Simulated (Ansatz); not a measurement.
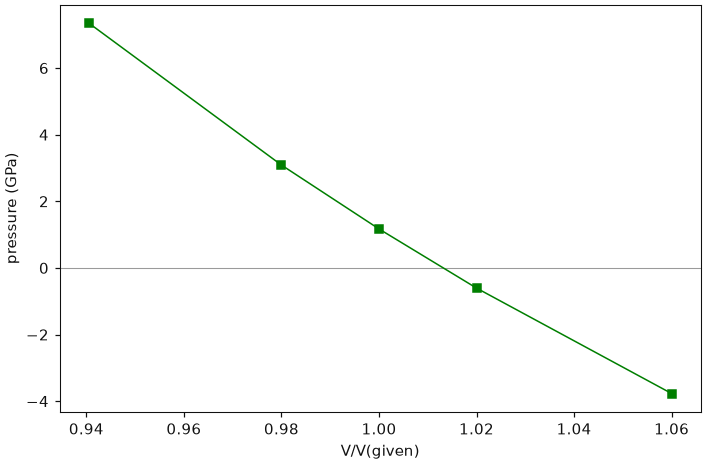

The plot gives the computed pressure against V/V(given) for Zr, space group Fm-3m (No. 225).

Cell as given: a = 3.189 Å, b = 3.189 Å, c = 3.189 Å, α = 60.00°, β = 60.00°, γ = 60.00°; 1 atom.

Computed with Ansatz 0.2.0: periodic Kohn-Sham DFT of a crystal at fixed atoms, scaled to the stated factor times the given cell; pressure positive in compression. Level: PBE.

- method: frozen-core PAW
- relativity: scalar
- k mesh: 13×13×13
- occupations: Fermi–Dirac
- smearing width: 0.05 eV
- wave cutoff: 420 eV
- PAW set: soft_2

V(given) is 22.93 Å³/atom.

How does the pressure vary with V/V(given)?

It falls from 7.3 GPa at V/V(given) 0.941 to −3.8 GPa at 1.060, and changes sign near 1.013.

What does the calculation give for the volume at zero pressure from a fit of the pressures?

23.2 Å³/atom.

What does the calculation give for the bulk modulus from that fit?

89.1 GPa.
